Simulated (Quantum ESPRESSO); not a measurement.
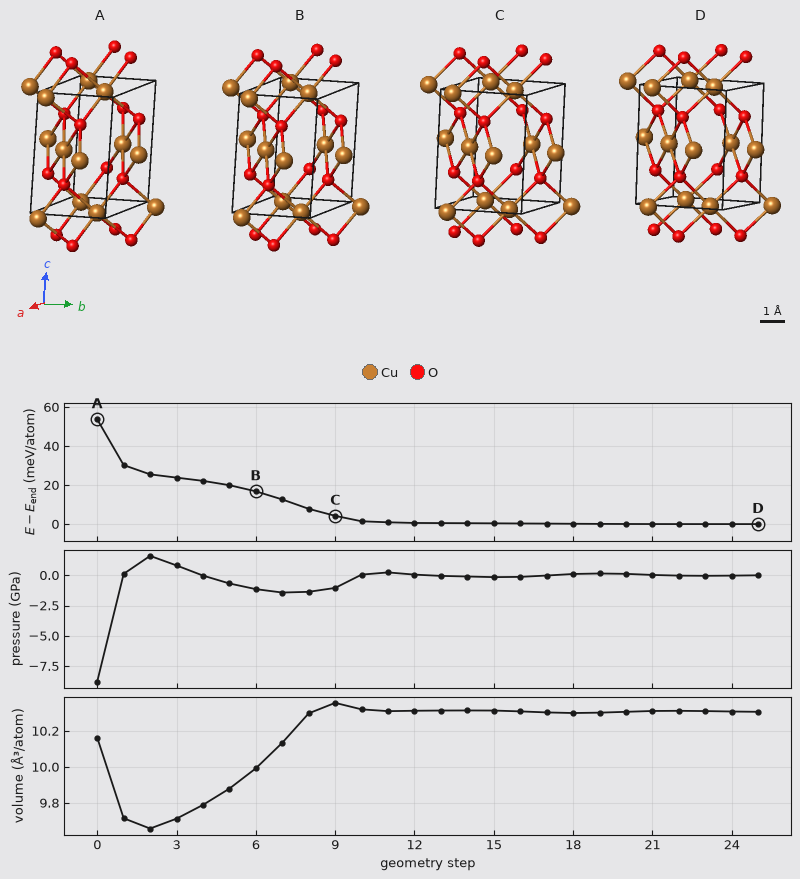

Frames of a relaxation of a crystal of CuO (set up in Cc), marked on the history of the run. A ball-and-stick model of the conventional cell (2 times the calculation's cell), seen slightly off an axis. Lengths and directions refer to the drawn axes.

The run lets cell and atoms move.

Computed with Kohn-Sham DFT of a periodic cell, LDA, GBRV 1.5 LDA in Quantum ESPRESSO 7.5.

The input:
```
&CONTROL
  calculation = 'vc-relax'
  prefix = 'pwscf'
  outdir = './tmp'
  pseudo_dir = './pseudo'
  tprnfor = .true.
  tstress = .true.
  disk_io = 'low'
  nstep = 40
  forc_conv_thr = 0.0004
  etot_conv_thr = 1d-05
/
&SYSTEM
  ibrav = 0
  nat = 4
  ntyp = 2
  ecutwfc = 56
  ecutrho = 448
  nbnd = 34
  occupations = 'smearing'
  smearing = 'fd'
  degauss = 0.00367493
/
&ELECTRONS
  conv_thr = 8d-10
  electron_maxstep = 120
  mixing_beta = 0.5
/
&IONS
  ion_dynamics = 'bfgs'
/
&CELL
  cell_dynamics = 'bfgs'
  press = 0
  press_conv_thr = 0.3
/
ATOMIC_SPECIES
Cu    63.5460 cu_lda_v1.2.uspp.F.UPF
O     15.9990 o_lda_v1.2.uspp.F.UPF
CELL_PARAMETERS angstrom
   2.3446500000   -1.7134000000    0.0000000000
   2.3446500000    1.7134000000    0.0000000000
  -0.8605543552    0.0000000000    5.0594363927
ATOMIC_POSITIONS angstrom
Cu     0.7420478224   -0.8457342400    2.5297181964
Cu     1.1723250000    0.8457342400    0.0000000000
O      1.6421232325    0.2840817200    3.8132972092
O      2.0724004101   -0.2840817200    1.2835790128
K_POINTS automatic
8 8 4 0 0 0
```

Run as
```bash
OMP_NUM_THREADS=1 pw.x -in pw.in > pw.out
```

What happens along the run?

The energy falls by 53.7 meV per atom in 25 geometry steps. Largest force component: 0.58 eV/Å at the start, 0.00061 eV/Å at the end. Pressure: −8.77 GPa at the start and −0.01 GPa at the end. The largest moves relative to the cell, 0.32 Å, are those of O atoms. Largest moves by element: O 0.32 Å, Cu 0.03 Å. Cell: a 4.689 → 4.108 Å (−12.4 %), b 3.427 → 3.966 Å (+15.7 %), c 5.132 → 5.061 Å (−1.4 %), β 99.7° → 90.7°. Volume +1.4 %. Among the contacts that change: Cu–O 2.019 → 1.909 Å, Cu–O 1.977 → 1.906 Å, Cu–O 1.932 → 1.906 Å. Among the angles between lasting bonds that change: Cu–O–Cu 146.0° → 118.3°, Cu–O–Cu 101.7° → 114.8°, Cu–O–Cu 106.3° → 114.8°. The space group (tolerance 0.01 Å) goes from Cc (No. 9) to C2/c (No. 15). The run took 35 min on 1 thread of Intel(R) Xeon(R) Processor @ 2.70GHz, on a shared host, peak memory 0.28 GiB. From step 0 to 6: O atoms move most (0.09 Å), volume −1.7 %, energy −36.9 meV per atom. From step 6 to 9: O atoms move most (0.16 Å), volume +3.6 %, energy −12.6 meV per atom. From step 9 to 25: O atoms move most (0.06 Å), volume −0.5 %, energy −4.2 meV per atom.

```tsv
step	E − E(0), meV/atom	largest force component, eV/Å	pressure, GPa	volume, Å³/atom
0	0.00	0.5849	-8.77	10.163
1	-23.45	0.3885	0.11	9.715
2	-28.20	0.1822	1.60	9.657
3	-29.88	0.1608	0.81	9.712
4	-31.54	0.1405	-0.03	9.789
5	-33.76	0.1847	-0.68	9.879
6	-36.91	0.2130	-1.15	9.992
7	-41.08	0.2047	-1.43	10.134
8	-45.88	0.1339	-1.37	10.298
9	-49.47	0.1274	-1.05	10.356
10	-52.27	0.1224	0.05	10.320
11	-52.79	0.0875	0.23	10.310
12	-53.13	0.0359	0.05	10.312
13	-53.19	0.0336	-0.05	10.313
14	-53.24	0.0276	-0.10	10.314
15	-53.31	0.0179	-0.16	10.313
16	-53.39	0.0227	-0.13	10.309
17	-53.46	0.0215	-0.02	10.303
18	-53.54	0.0361	0.10	10.299
19	-53.61	0.0372	0.14	10.301
20	-53.65	0.0241	0.11	10.306
21	-53.68	0.0087	0.02	10.311
22	-53.69	0.0064	-0.03	10.312
23	-53.70	0.0049	-0.05	10.310
24	-53.70	0.0023	-0.03	10.308
25	-53.70	0.0006	-0.01	10.306
```
